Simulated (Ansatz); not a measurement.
```cif
data_structure
_symmetry_space_group_name_H-M 'P 1'
_symmetry_Int_Tables_number 1
_cell_length_a 5.3560
_cell_length_b 5.3560
_cell_length_c 5.3560
_cell_angle_alpha 90.000
_cell_angle_beta 90.000
_cell_angle_gamma 90.000
_cell_volume 153.65
loop_
_atom_site_label
_atom_site_type_symbol
_atom_site_fract_x
_atom_site_fract_y
_atom_site_fract_z
_atom_site_occupancy
Co1 Co 0.00000 0.00000 0.00000 1
Co2 Co 0.50000 0.50000 0.00000 1
Co3 Co 0.50000 0.00000 0.50000 1
Co4 Co 0.00000 0.50000 0.50000 1
Si1 Si 0.75000 0.25000 0.25000 1
Si2 Si 0.25000 0.75000 0.25000 1
Si3 Si 0.25000 0.25000 0.75000 1
Si4 Si 0.75000 0.75000 0.75000 1
Si5 Si 0.25000 0.25000 0.25000 1
Si6 Si 0.75000 0.75000 0.25000 1
Si7 Si 0.75000 0.25000 0.75000 1
Si8 Si 0.25000 0.75000 0.75000 1
```

Space group Fm-3m; computed pressure about 5 GPa in this cell; spin-polarised.

The calculation used Kohn-Sham DFT of a periodic cell, PBEsol, Ansatz PAW in Ansatz 0.2.0.

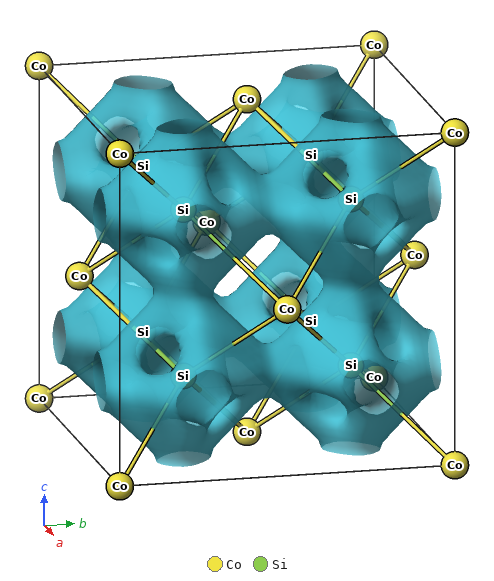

CoSi₂. Isosurface of the ELF at 0.55 (cyan), seen slightly off an axis. Only the valence region is drawn (cores and ρ < 0.01 e/Å³ removed). Sticks mark near contacts.

In a PAW calculation such maps are meaningful between the atoms, not at the nuclei.

**Identify the bonds, lone pairs and shells in this picture.**

At this value the surface marks out one network that runs through the whole crystal, counted in one cell of 12 atoms. Regions shared between cells count once.

Values along the shortest contacts:
Co–Si (2.32 Å): the ELF peaks at about 0.75 in the valence shell of Si, 0.9 Å from its nucleus, and is about 0.50 at the midpoint.

**Metal or insulator at this level of theory?**

It is metallic or semimetallic at this level of theory: no gap opens.

**Which magnetic arrangement did the calculation end in?**

Parallel moments, as they must be, since the calculation's own cell holds one magnetic site; site moments Co: +0.9 μB (×4) in one cell of 12 atoms, with smaller moments on Si (up to +0.14 μB).
